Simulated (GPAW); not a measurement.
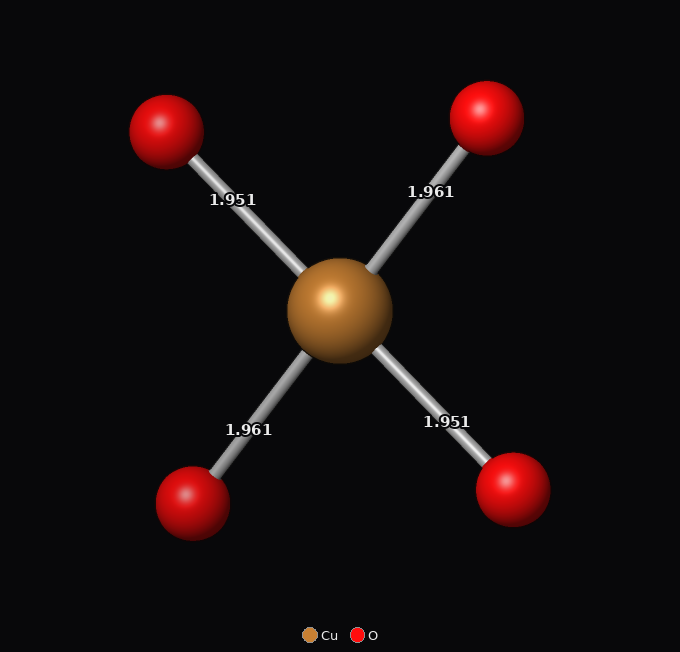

The surroundings of site Cu1 (at 0.250, 0.750, 0.500) in CuO in space group C2/c, with bond lengths in Å.

The cell is taken from an entry of the Crystallography Open Database, as set up for an electronic-structure calculation.

```yaml
crystal:
  lattice:
    - [4.68370, 0.00000, 0.00000]
    - [0.00000, 3.42260, 0.00000]
    - [-0.85003, 0.00000, 5.05787]
  atoms:
    - { symbol: Cu, position: [0.25000, 0.75000, 0.50000] }
    - { symbol: Cu, position: [0.25000, 0.25000, 0.00000] }
    - { symbol: O, position: [0.50000, 0.08160, 0.75000] }
    - { symbol: O, position: [0.50000, 0.91840, 0.25000] }
    - { symbol: Cu, position: [0.75000, 0.25000, 0.50000] }
    - { symbol: Cu, position: [0.75000, 0.75000, 0.00000] }
    - { symbol: O, position: [0.00000, 0.58160, 0.75000] }
    - { symbol: O, position: [0.00000, 0.41840, 0.25000] }
```

Bond valence s = exp((R0 − d)/b), R0 fitted to published crystal structures with b = 0.37 Å, summed over all anions within 5 Å; R0 in Å: Cu+–O 1.566; Cu2+–O 1.664.

> Which oxidation state of Cu do these bonds support?

With the Cu+ parameters the computed sum is 2 × 0.353 + 2 × 0.344 = 1.39. With the Cu2+ parameters the computed sum is 2 × 0.460 + 2 × 0.448 = 1.82. The sum matches its own assumption best for Cu2+, which also balances the formula's charge.

> And over the whole structure?

```tsv
site	x, y, z	formal valence	bond-valence sum	difference
Cu1	0.250, 0.750, 0.500	+2	1.96	-0.04
O1	0.500, 0.082, 0.750	−2	1.96	-0.04
```

These sums include all anions within 5 Å. The global instability index (root mean square of the differences over all atoms) is 0.04 v.u.: little strain. The cell was not relaxed for this table, and a volume that is off by a few per cent shifts all sums together.
